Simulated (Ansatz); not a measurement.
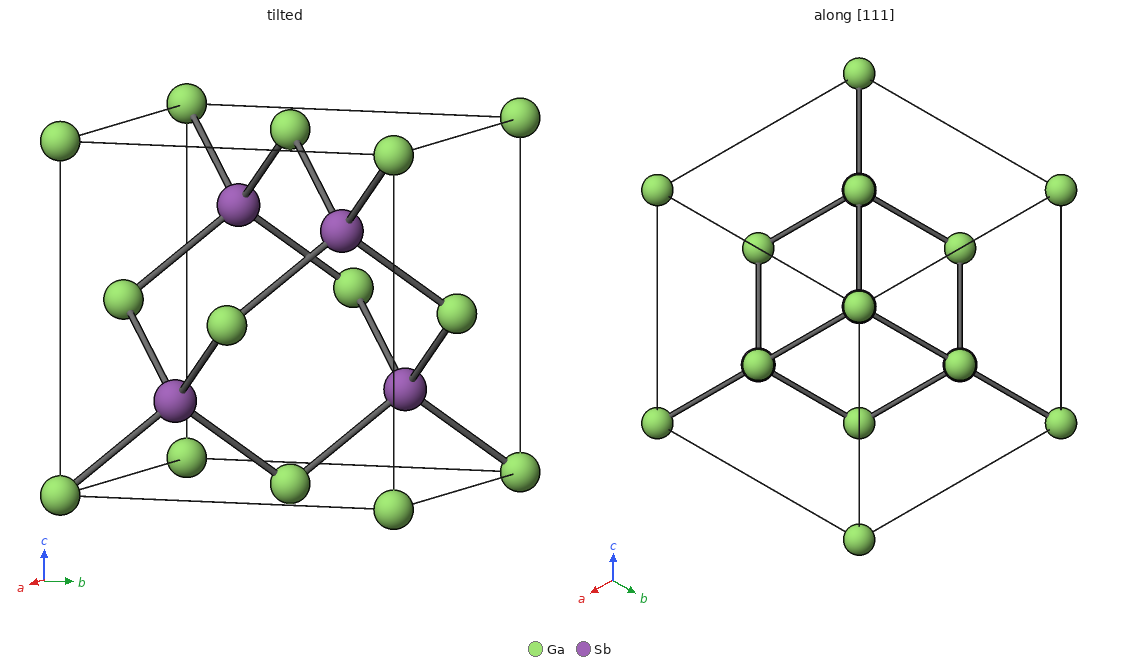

Shown here is a ball-and-stick view of the crystal, taken slightly off an axis and along [111]. The wireframe shows the conventional unit cell. Cell: a = 6.215 Å, b = 6.215 Å, c = 6.215 Å, α = 90.00°, β = 90.00°, γ = 90.00°.

It has the composition GaSb. It belongs to space group F-43m (No. 216) and has a face-centred cubic lattice. In terms of structure types, this is zinc blende (sphalerite type). Cell content 4 Ga, 4 Sb; Z = 4. Each Ga atom is coordinated by four Sb in a tetrahedral arrangement at about 2.7 Å. Each Sb atom is coordinated by four Ga in a tetrahedral arrangement at about 2.7 Å. The bonds build a three-dimensional framework.

Starting structure: a structure listed in the Materials Project, with elements exchanged, so it need not be a known form of the compound. This is the structure after a relaxation with DFT PBE, scalar-relativistic, plane waves, PAW in Ansatz 0.2.0.
